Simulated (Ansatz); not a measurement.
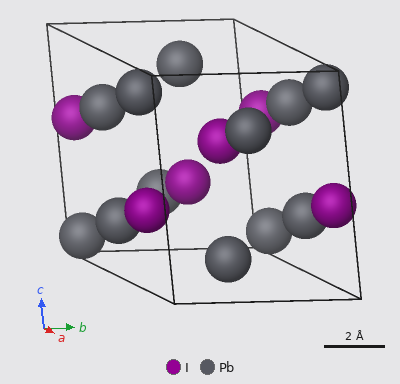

A spheres-only rendering, viewed slightly off an axis. The frame is the conventional unit cell; atoms at its boundary are shown with their periodic copies. Cell: a = 15.99 Å, b = 6.48 Å, c = 8.16 Å, α = 90.00°, β = 115.10°, γ = 90.00°.

The picture shows a generated cell, made by putting these elements into a known structure type (the compound may or may not exist in this form); the geometry isn't optimised. An electronic-structure calculation with Ansatz was run on it.

> Characterise what is shown.

It has the composition Pb₂I. The structure has C2/m (No. 12) symmetry and a base-centred monoclinic lattice. Content of the cell: 8 Pb, 4 I (Z = 4).

The calculation used DFT, PAW plane waves, r2SCAN, spin-orbit in Ansatz, with a 500 eV plane-wave basis, k-points about 0.27 Å⁻¹ apart, Fermi-Dirac smearing of 0.1 eV, no moments seeded, so the run stays non-magnetic, spinor wavefunctions.

> What is the band gap, if any?

A metal: bands cross the Fermi level.

> What charge does Bader's analysis assign to each element?

Pb +0.27 to +0.39 e; I -0.66 e.

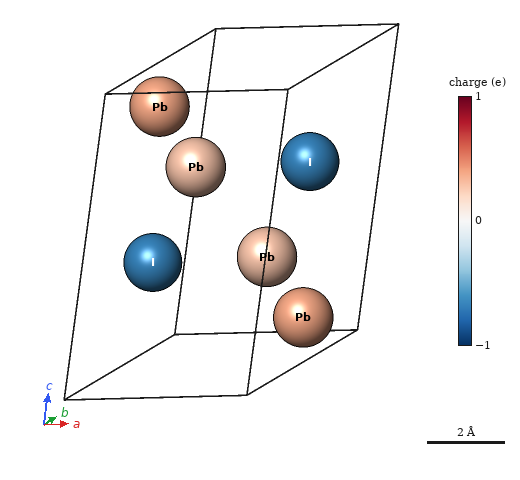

The atoms coloured by those charges. The run's cell of 6 atoms is drawn, so axes and origin can differ from the first picture.

> Is the structure in equilibrium?

No. The largest force is 0.73 eV/Å, on Pb. The pressure is -3.7 GPa, so the cell would contract.

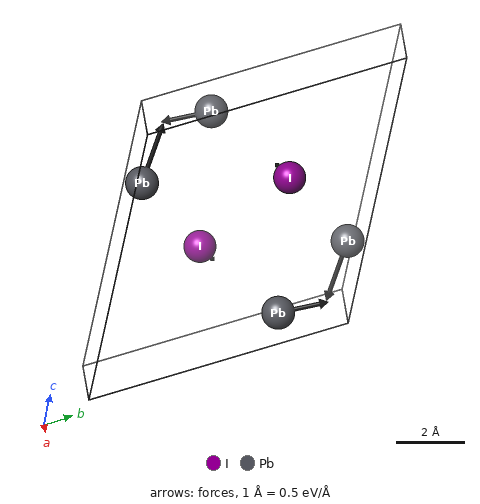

The forces as arrows. The run's cell of 6 atoms is drawn, so axes and origin can differ from the first picture.
